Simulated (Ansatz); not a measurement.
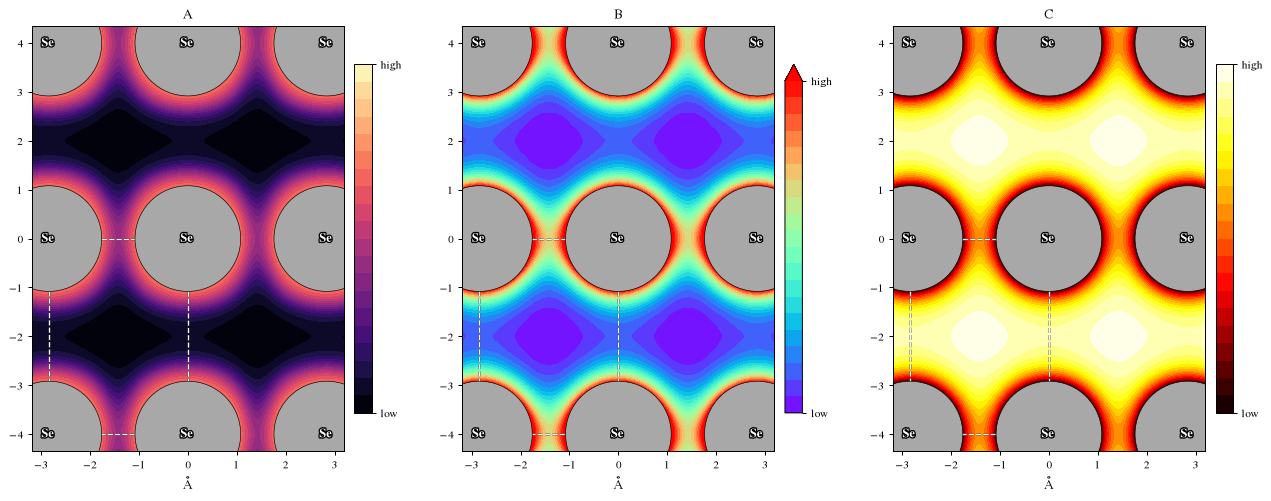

Se: 3 fields on the (101) plane of the conventional cell, with unlabelled colour scales. Grey discs cover the atomic cores.

Space group P4/mmm; a structure generated by program, which may or may not match a known phase.

Level of theory: DFT PBE, scalar-relativistic, plane waves, PAW in Ansatz 0.2.0.

The panels show electron localisation function, electrostatic potential energy of an electron and valence pseudo-density in some order. Assign them.

Answer. Panel A: electron localisation function. Panel B: valence pseudo-density. Panel C: electrostatic potential energy of an electron (low next to the atoms, rising into the space between them).
